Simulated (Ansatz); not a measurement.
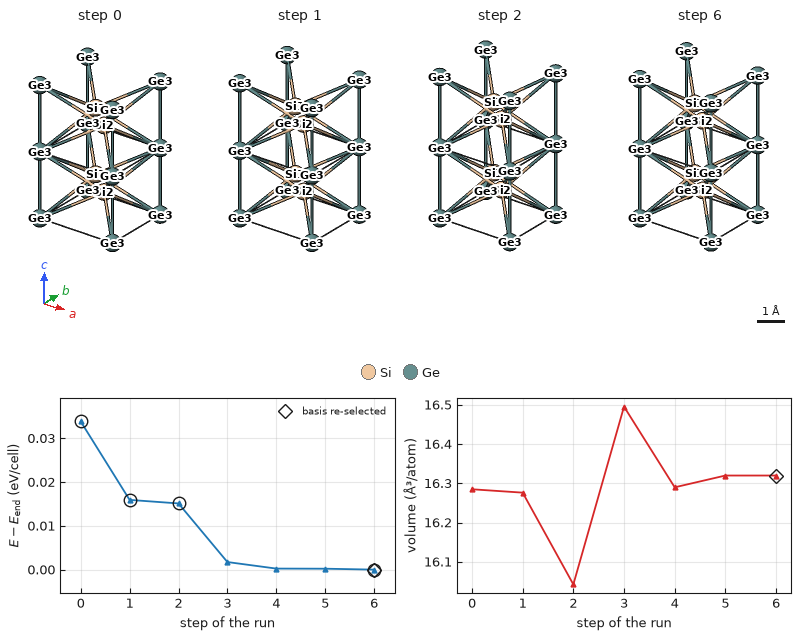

Frames of a relaxation of solid Si$_{2}$Ge (a generated structure, set up in P6/mmm), marked on the history of the run. Style: ball-and-stick. Shown: the cell of the calculation, repeated 1 × 1 × 2 with one cell outlined, slightly off an axis.

Computed with DFT PBE, scalar-relativistic, plane waves, PAW (Ansatz 0.2.0).

The input:
```yaml
crystal:
  lattice:
    - [4.6330632976, 0.0, 0.0]
    - [-2.3165316488, 4.0123505131, 0.0]
    - [0.0, 0.0, 2.6280453047]
  atoms:
    - { symbol: Si, position: [0.3333333333, 0.6666666667, 0.5] }
    - { symbol: Si, position: [0.6666666667, 0.3333333333, 0.5] }
    - { symbol: Ge, position: [0.0, 0.0, 0.0] }
basis:
  ecutwfc: 420
kpoints:
  mp_grid: { grid: [12, 12, 18] }
hamiltonian:
  xc: pbe
scf:
  occupations: { method: gaussian, width: 0.1 }
output:
  forces: true
  stress: true
  eigenvalues: true
relax:
  adjacent_minimum: "off"
  f_tol: 0.01
  max_steps: 80
  cell: { stress_tol: 0.05 }
```

Command:
```bash
ansatz run input.yaml --threads 1 --pin off --max-ram 2048MiB --backend cpu --events-out ev --progress --plain --runs-dir out
```

Describe the path.

Answer. Over 5 accepted moves (6 points after the start) the energy falls by 33.8 meV per cell of the calculation. All forces vanish by symmetry, so only the cell relaxes. Pressure: 0.42 GPa at the start and 0.01 GPa at the end. At 1 point the geometry stayed and the basis and grid were re-selected for the new cell (energy shift of 0.2 meV per cell of the calculation at most each time). No atom moves by more than 0.005 Å relative to the cell. Cell: a = b 4.633 → 4.537 Å (−2.1 %), c 2.628 → 2.747 Å (+4.5 %). Volume +0.2 %. Among the contacts that change: Ge3–Ge3 2.628 → 2.747 Å, Si1–Ge3 2.980 → 2.957 Å. The space group stays P6/mmm (No. 191). The run took 30 s on 1 thread of Intel(R) Xeon(R) 6975P-C (Granite Rapids), with other jobs on the host, peak memory 0.49 GiB. From step 0 to 1: energy −17.9 meV per cell of the calculation. From step 1 to 2: volume −1.4 %, energy −0.8 meV per cell of the calculation. From step 2 to 6: volume +1.7 %, energy −15.1 meV per cell of the calculation.

| step | E − E(0), meV/atom | pressure, GPa | volume, Å³/atom | note |
| --- | --- | --- | --- | --- |
| 0 | 0.00 | 0.42 | 16.285 |  |
| 1 | -5.97 | 0.27 | 16.276 |  |
| 2 | -6.24 | 1.55 | 16.042 |  |
| 3 | -10.70 | -0.85 | 16.495 |  |
| 4 | -11.20 | 0.15 | 16.290 |  |
| 5 | -11.21 | 0.00 | 16.320 |  |
| 6 | -11.28 | 0.01 | 16.320 | same geometry, new basis |
